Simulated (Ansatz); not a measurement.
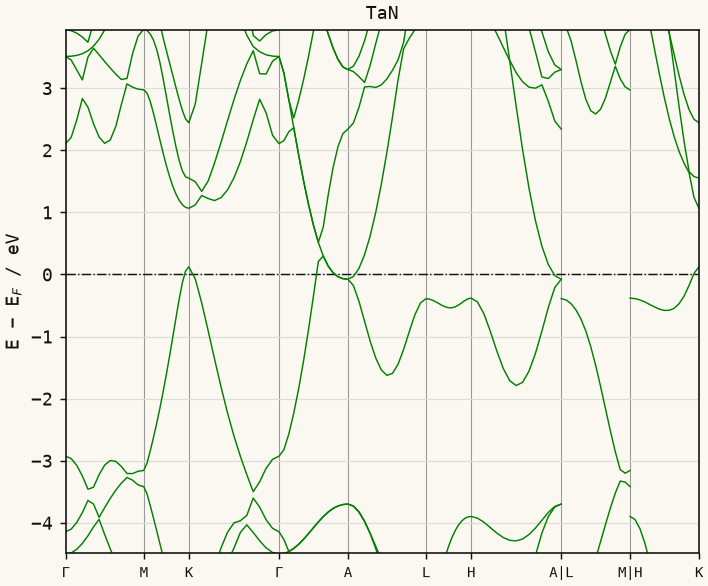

Band structure. Energies are counted from the Fermi level.

### Which Bravais lattice do the labels of the path belong to?

A hexagonal (primitive) lattice: the path Γ–M–K–Γ–A–L–H–A|L–M|H–K runs through the special points of its Brillouin zone.

Input of the run:

```
crystal:
  lattice:
    - [2.9501846799, 0.0, 0.0]
    - [-1.4750923399, 2.5549348786, 0.0]
    - [0.0, 0.0, 2.8977716016]
  atoms:
    - { symbol: Ta, position: [0.3333333333, 0.6666666667, 0.5] }
    - { symbol: "N", position: [0.0, 0.0, 0.0] }
basis:
  ecutwfc: 420
kpoints:
  mp_grid: { grid: [18, 18, 14] }
  band_path:
    path:
      - [[0.0, 0.0, 0.0], [0.5, 0.0, 0.0], [0.33333333, 0.33333333, 0.0], [0.0, 0.0, 0.0], [0.0, 0.0, 0.5], [0.5, 0.0, 0.5], [0.33333333, 0.33333333, 0.5], [0.0, 0.0, 0.5]]
      - [[0.5, 0.0, 0.5], [0.5, 0.0, 0.0]]
      - [[0.33333333, 0.33333333, 0.5], [0.33333333, 0.33333333, 0.0]]
    npoints: 14
hamiltonian:
  xc: pbe
scf:
  occupations: { method: gaussian, width: 0.1 }
  n_extra_bands: 6
output:
  forces: true
  stress: true
  eigenvalues: true
  populations: true
  dos: { projected: true, de: 0.02, nscf_kmesh: { grid: [27, 27, 21] } }
  bader: true
  write_density: true
  write_potential: true
  elf: true
  volumetric_format: npy
```

Command:
```bash
ansatz run input.yaml --threads 1 --pin off --max-ram 2560MiB --backend cpu --events-out ev --progress --plain --runs-dir out
```

### Metal, semiconductor or insulator?

A metal: bands cross the Fermi level along this path.

### On which lines of the path do bands cross the Fermi level?

Bands cross the Fermi level on M–K, K–Γ, Γ–A, A–L, H–A and H–K, and not on Γ–M, L–H and L–M.

Spin-orbit coupling is left out, which matters for Ta.
